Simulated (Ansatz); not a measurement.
H4CO: several calculations on one system

## 1. Relaxation

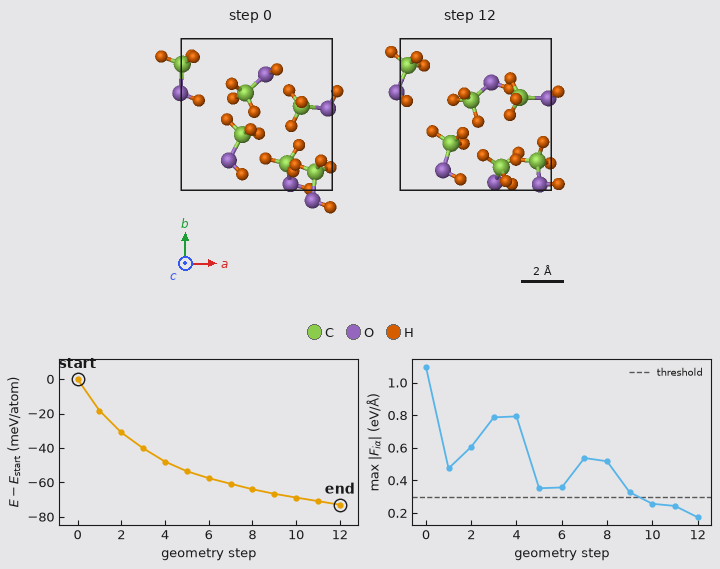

First and last geometry of a relaxation of an amorphous cell of composition H4CO, with the history of the run. The picture is a ball-and-stick view of the cell of the calculation, seen along the c axis.

The cell holds 6 CH3OH. The run prepares the start of a later molecular dynamics calculation, from a guessed geometry.

Computed with Ansatz 0.2.0, DFT PBE-D3(BJ), scalar-relativistic, plane waves, PAW. Settings: plane-wave cutoff 420 eV; k-point mesh 1 × 1 × 1; occupations fermi dirac; smearing width 0.02 eV; no spin polarisation; atoms relaxed in a fixed cell; force threshold 0.3 eV/Å; at most 15 steps.

**Read the history and describe the run.**

It converged. Over 12 geometry steps the energy falls by 73.0 meV per atom. The largest force component goes from 1.1 to 0.17 eV/Å. The largest move is that of an H atom, 1.33 Å along [1 2 1]. By element the largest moves are H 1.33 Å, O 0.99 Å, C 0.98 Å. The lattice vectors keep their values. Near-neighbour distances that change, for instance: H–O 0.970 → 0.991 Å, C–O 1.423 → 1.441 Å, C–H 1.090 → 1.102 Å. Bond angles that change, for instance: C–O–H 107.4° → 104.3°, C–O–H 107.4° → 110.2°, O–C–H 106.3° → 108.6°. Cost: 33 s on 1 thread of AMD EPYC 7R13 Processor (Zen 3), on a shared host, peak memory 0.47 GiB.

```json
{"step": "0", "E − E(0), meV/atom": "0.00", "largest force component, eV/Å": "1.0991"}
{"step": "1", "E − E(0), meV/atom": "-18.25", "largest force component, eV/Å": "0.4738"}
{"step": "2", "E − E(0), meV/atom": "-30.98", "largest force component, eV/Å": "0.6061"}
{"step": "3", "E − E(0), meV/atom": "-40.14", "largest force component, eV/Å": "0.7873"}
{"step": "4", "E − E(0), meV/atom": "-47.88", "largest force component, eV/Å": "0.7931"}
{"step": "5", "E − E(0), meV/atom": "-53.51", "largest force component, eV/Å": "0.3523"}
{"step": "6", "E − E(0), meV/atom": "-57.52", "largest force component, eV/Å": "0.3569"}
{"step": "7", "E − E(0), meV/atom": "-60.77", "largest force component, eV/Å": "0.5378"}
{"step": "8", "E − E(0), meV/atom": "-63.96", "largest force component, eV/Å": "0.5177"}
{"step": "9", "E − E(0), meV/atom": "-66.61", "largest force component, eV/Å": "0.3274"}
{"step": "10", "E − E(0), meV/atom": "-68.80", "largest force component, eV/Å": "0.2569"}
{"step": "11", "E − E(0), meV/atom": "-70.86", "largest force component, eV/Å": "0.2436"}
{"step": "12", "E − E(0), meV/atom": "-72.96", "largest force component, eV/Å": "0.1740"}
```

Limits of the set-up: the program's low-accuracy preset was used; the periodic images lie only 7.4 Å apart, so the values are limited by the cell's size.

## 2. Dynamics

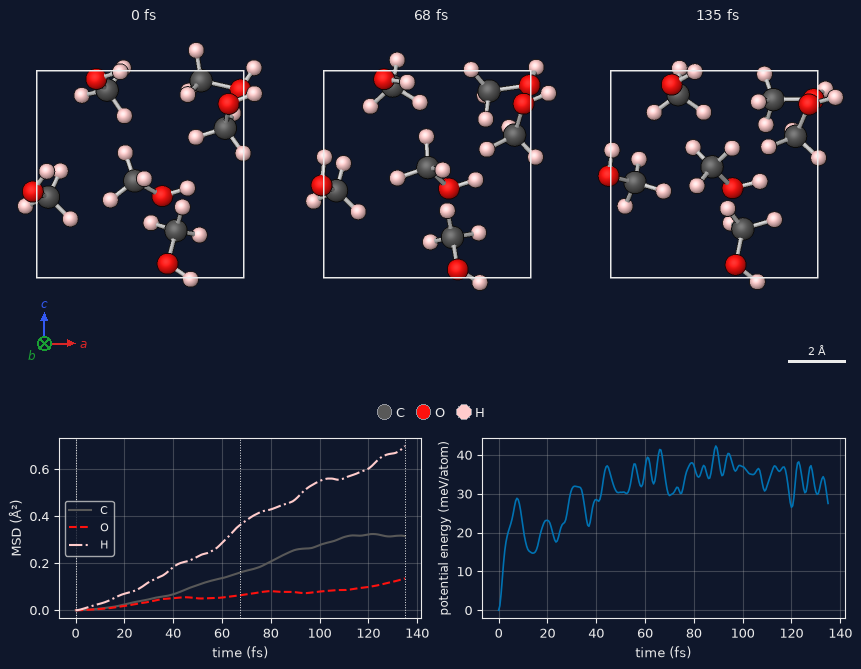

A Born-Oppenheimer molecular dynamics run of a periodic cell with 6 CH3OH at 0.794 g/cm³, 135 fs long. Frames and the history of the run. The picture is a ball-and-stick view of the simulation cell, seen along the b axis. Atoms that leave the cell re-enter on the other side.

Level of theory: DFT PBE-D3(BJ), scalar-relativistic, plane waves, PAW in Ansatz. Settings: plane-wave cutoff 420 eV; k-point mesh 1 × 1 × 1; Fermi-Dirac smearing 0.02 eV; low-accuracy preset; Langevin thermostat (NVT); set temperature 400 K; time step 0.5 fs; friction 0.02 per fs.

**What happens in this trajectory?**

Over the second half the temperature averages 379 K (spread ±27 K). The potential energy in the second half lies on average 34.7 meV per atom above the first frame. Root-mean-square distances from the starting positions over the second half, with the common drift of all atoms taken out: H 0.73 Å, C 0.52 Å, O 0.30 Å. The heavy atoms stay within a fraction of a molecule's size of their starting places; so short a run doesn't tell a liquid from a solid.

Limits of the set-up: the program's low-accuracy preset was used; the periodic images lie only 7.4 Å apart, so the values are limited by the cell's size.

## 3. Dynamics

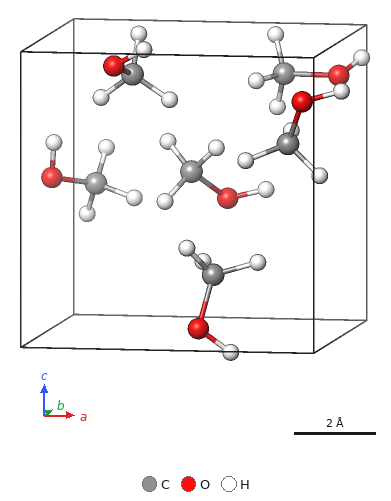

Starting frame of a dynamics run of a periodic cell with 6 CH3OH at 0.794 g/cm³. It starts from the last geometry of an earlier run, with fresh velocities. A ball-and-stick model of the simulation cell, seen slightly off an axis.

All numbers below come from DFT PBE-D3(BJ), scalar-relativistic, plane waves, PAW in Ansatz 0.2.0.

Input
```yaml
accuracy: low
crystal:
  lattice:
    - [7.380323, 0.0, 0.0]
    - [0.0, 7.380323, 0.0]
    - [0.0, 0.0, 7.380323]
  atoms:
    - { symbol: C, position: [0.47796056, 0.55267355, 0.53849321] }
    - { symbol: O, position: [0.57730116, 0.68741241, 0.43528967] }
    - { symbol: H, position: [0.40529022, 0.45471803, 0.44700009] }
    - { symbol: H, position: [0.70902998, 0.68251872, 0.46802694] }
    - { symbol: H, position: [0.57502459, 0.4854421, 0.62847716] }
    - { symbol: H, position: [0.38640748, 0.61460813, 0.6318134] }
    - { symbol: C, position: [0.31417714, 0.34518794, -0.11284744] }
    - { symbol: O, position: [0.28337413, 0.16152193, -0.06453811] }
    - { symbol: H, position: [0.19836091, 0.39100112, -0.19837373] }
    - { symbol: H, position: [0.39483676, 0.1134648, -0.00167993] }
    - { symbol: H, position: [0.32028532, 0.42958846, 0.0144973] }
    - { symbol: H, position: [0.43779357, 0.36178443, -0.19792195] }
    - { symbol: C, position: [0.62685269, 0.13826404, 0.23849812] }
    - { symbol: O, position: [0.59171228, 0.05393618, 0.06503919] }
    - { symbol: H, position: [0.5669049, 0.27824961, 0.26695206] }
    - { symbol: H, position: [0.69700565, 0.08344539, -0.0164988] }
    - { symbol: H, position: [0.55374128, 0.04804607, 0.33724622] }
    - { symbol: H, position: [0.7794884, 0.13875369, 0.2835382] }
    - { symbol: C, position: [0.10591767, 0.8046754, 0.46290878] }
    - { symbol: O, position: [-0.02132448, 0.67637521, 0.49460954] }
    - { symbol: H, position: [0.05807304, 0.90324033, 0.34843167] }
    - { symbol: H, position: [-0.00536321, 0.62626572, 0.61885574] }
    - { symbol: H, position: [0.12522765, 0.89523943, 0.5750207] }
    - { symbol: H, position: [0.24410353, 0.7637119, 0.42139874] }
    - { symbol: C, position: [0.88119916, 0.14544952, 0.68573301] }
    - { symbol: O, position: [0.94654669, 0.05341356, 0.839822] }
    - { symbol: H, position: [0.75130108, 0.06621088, 0.63525464] }
    - { symbol: H, position: [1.0738389, 0.08917302, 0.87397233] }
    - { symbol: H, position: [0.86623266, 0.29141012, 0.71392652] }
    - { symbol: H, position: [0.99247868, 0.13052993, 0.58179355] }
    - { symbol: C, position: [0.77360385, 0.66608768, 0.86326676] }
    - { symbol: O, position: [0.96795891, 0.62515614, 0.8656266] }
    - { symbol: H, position: [0.70214096, 0.53632046, 0.85191344] }
    - { symbol: H, position: [1.02567159, 0.73757992, 0.91397981] }
    - { symbol: H, position: [0.73138596, 0.73999063, 0.9862362] }
    - { symbol: H, position: [0.73800413, 0.73658702, 0.74243449] }
basis:
  ecutwfc: 420.0
kpoints:
  mp_grid: { grid: [1, 1, 1] }
hamiltonian:
  xc: pbe
  dispersion: d3bj
scf:
  occupations: { method: fermi_dirac, width: 0.02 }
  lower_state_search: "off"
md:
  timestep: 0.75
  n_steps: 300
  ensemble: nvt_langevin
  temperature: 400.0
  initial_velocities: maxwell_boltzmann
  seed: 627107
  friction: 0.05
```

Launched with:
```bash
ansatz run input.yaml --threads 1 --pin off --max-ram 3072MiB --backend cpu --events-out ev --progress --plain --runs-dir out
```

What does the trajectory do?

Over the second half the temperature averages 389 K (spread ±43 K). The potential energy in the second half lies on average 2.3 meV per atom above the first frame. Root-mean-square distances from the starting positions over the second half, with the common drift of all atoms taken out: H 0.74 Å, C 0.54 Å, O 0.37 Å. The heavy atoms stay within a fraction of a molecule's size of their starting places; so short a run doesn't tell a liquid from a solid.

Along the run (each row but the first and the last is the mean over the interval that it begins):

| time (fs) | potential energy (meV/atom) | T (K) |
| --- | --- | --- |
| 0.0 | 0.0 | 389 |
| 27.8 | 4.9 | 353 |
| 55.5 | 2.2 | 373 |
| 83.2 | 4.5 | 409 |
| 111.0 | 5.9 | 416 |
| 138.8 | 0.0 | 390 |
| 166.5 | 3.7 | 394 |
| 194.2 | 0.9 | 364 |
| 222.0 | -1.9 | 326 |

The paths of the atoms:

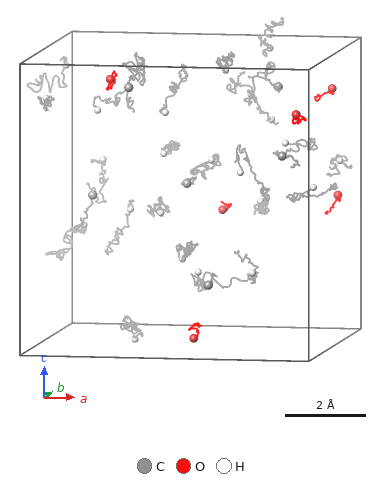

Limits of the set-up: the program's low-accuracy preset was used; the periodic images lie only 7.4 Å apart, so the values are limited by the cell's size.

The run took 9.7 min on 1 thread of AMD EPYC 7R13 Processor (Zen 3), on a shared host, peak memory 0.49 GiB.
